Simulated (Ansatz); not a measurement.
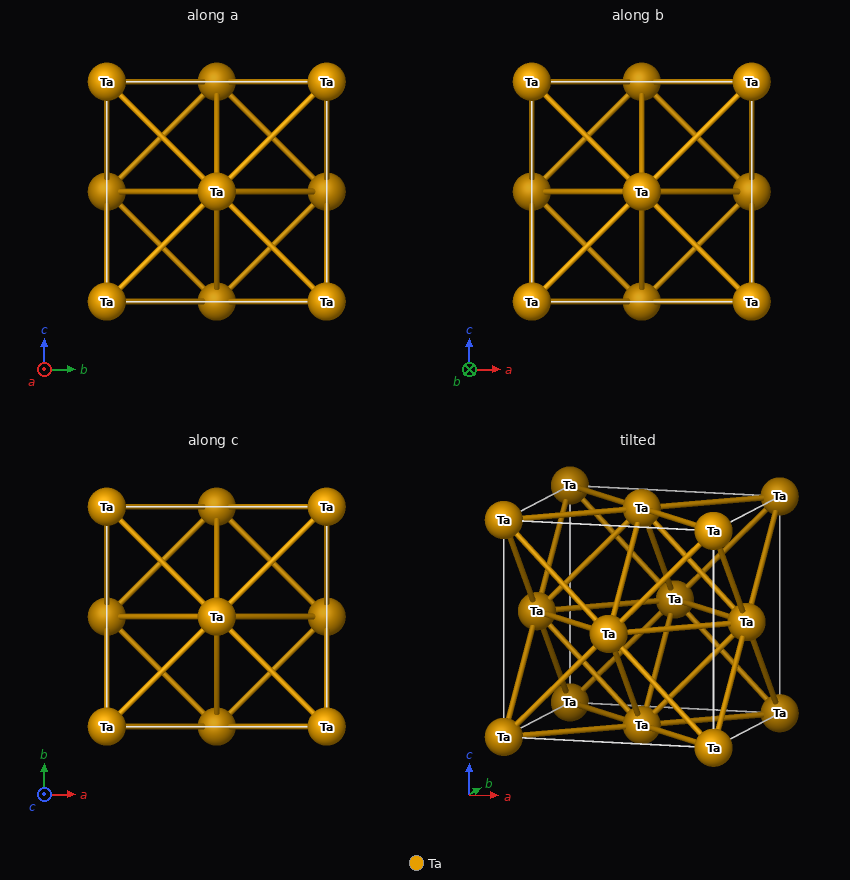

An orthographic ball-and-stick view of the structure, along the a axis, along the b axis, along the c axis and slightly off an axis. The conventional unit cell is drawn as a box.

Lattice parameters: a = 4.223 Å, b = 4.223 Å, c = 4.223 Å, α = 90.00°, β = 90.00°, γ = 90.00°. Put a along x and b in the xy plane.

Give the structure in the form of a POSCAR file.

```
Ta
1.0
     4.223    0.000    0.000
     0.000    4.223    0.000
     0.000    0.000    4.223
Ta
4
Direct
  0.0000 0.0000 0.0000
  0.0000 0.5000 0.5000
  0.5000 0.0000 0.5000
  0.5000 0.5000 0.0000
```

Its origin is a structure type filled with this element by a generator (whether the element takes this form wasn't checked). Earlier steps of the study may have refined or changed the cell and positions. A calculation with Ansatz used it as input.
